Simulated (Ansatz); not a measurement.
CdTe, 54 atoms, a = 14.04 Å, b = 14.04 Å, c = 14.04 Å, α = 60.00°, β = 60.00°, γ = 60.00°.

Space group F-43m; a structure from a database of computed crystals, not necessarily the ambient phase.

Computed with DFT PBE, scalar-relativistic, plane waves, PAW in Ansatz 0.2.0.

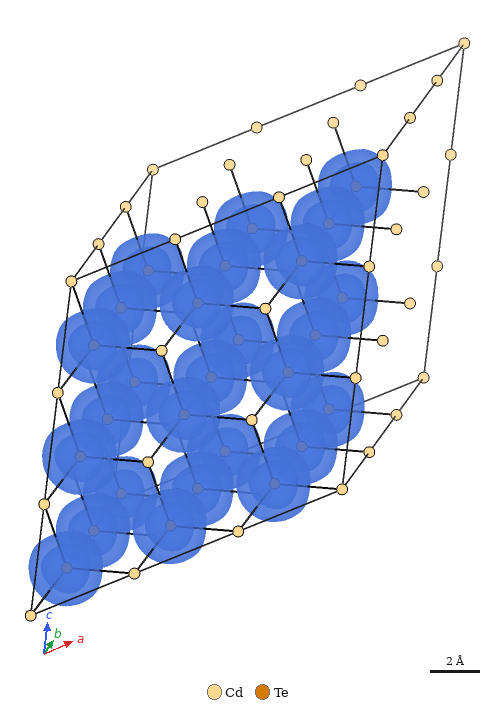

CdTe. Isosurface of the electron localisation function at 0.55 (blue), seen slightly off an axis. Only the valence region is drawn (cores and ρ < 0.01 e/Å³ removed). Sticks mark near contacts.

Core electrons are frozen (PAW), and the valence fields are smoothed inside the atomic spheres.

**Where are the electrons localised?**

The surface consists of 27 regions wrapped around Te (the valence shell of each), counted in one cell of 54 atoms. Regions shared between cells count once. Along the contacts the grid gives the following. Cd–Te (2.87 Å): the ELF is about 0.50 at the midpoint and 0.15 at its lowest between the atoms.
